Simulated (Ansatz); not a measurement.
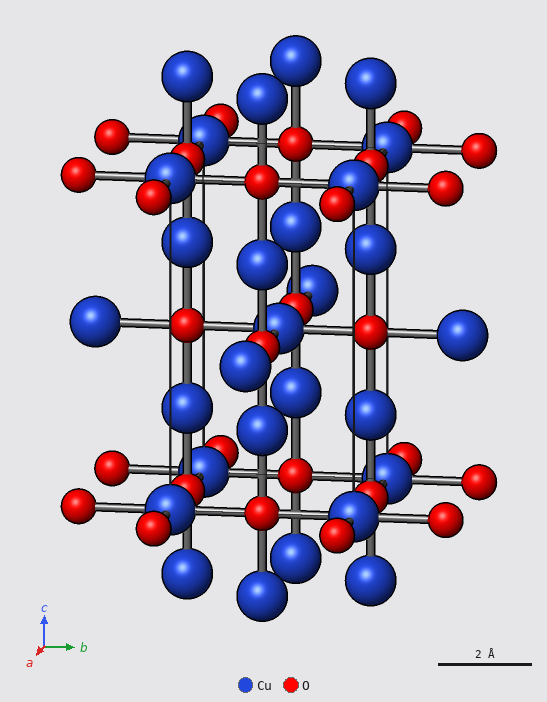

Cu3O2, space group I4/mmm (No. 139), a = 4.046 Å, b = 4.046 Å, c = 7.347 Å, α = 90.00°, β = 90.00°, γ = 90.00°. Crystal structure, ball-and-stick style, seen slightly off an axis. The frame is the conventional unit cell; atoms at its boundary are shown with their periodic copies. Atoms just outside the outline that bond to atoms inside are added. This one geometry was run with six functionals. The cell is a structure listed in the Materials Project. It needn't be the stable form of this composition.

Alike in all runs: Ansatz 0.2.0; potentials Ansatz PAW; cutoff 420 eV; k mesh 9 × 9 × 9 on the run's cell of 5 atoms; occupations fermi-dirac, width 0.05 eV; no spin polarisation; no spin-orbit coupling. All runs are metallic.

```tsv
level	pressure (GPa)
BLYP	6.4
revPBE	?
RPBE	5.4
PBE	0.7
LDA	-11.8
PBEsol	-6.2
```

### What does revPBE give?

Pressure 4.1 GPa. That is between PBE and RPBE in pressure.

### Order the levels by the equilibrium volume that these pressures point to, smallest first.

LDA (-11.8 GPa), PBEsol (-6.2 GPa), PBE (0.7 GPa), revPBE (4.1 GPa), RPBE (5.4 GPa), BLYP (6.4 GPa). A higher pressure at one volume points to a larger equilibrium volume, as long as the bulk moduli are alike; rows a few tenths of a GPa apart can't be told apart.

Notes on single rows: BLYP and LDA: the pressure holds a Pulay correction of +0.6 GPa for the finite cutoff; revPBE, PBE and PBEsol: the pressure holds a Pulay correction of +0.5 GPa for the finite cutoff; RPBE: the pressure holds a Pulay correction of +0.4 GPa for the finite cutoff.

Caveat: an odd number of electrons without spin polarisation forces a metal, and a magnetic or distorted state may lie lower; the run has no spin polarisation, though such a crystal can be magnetic.
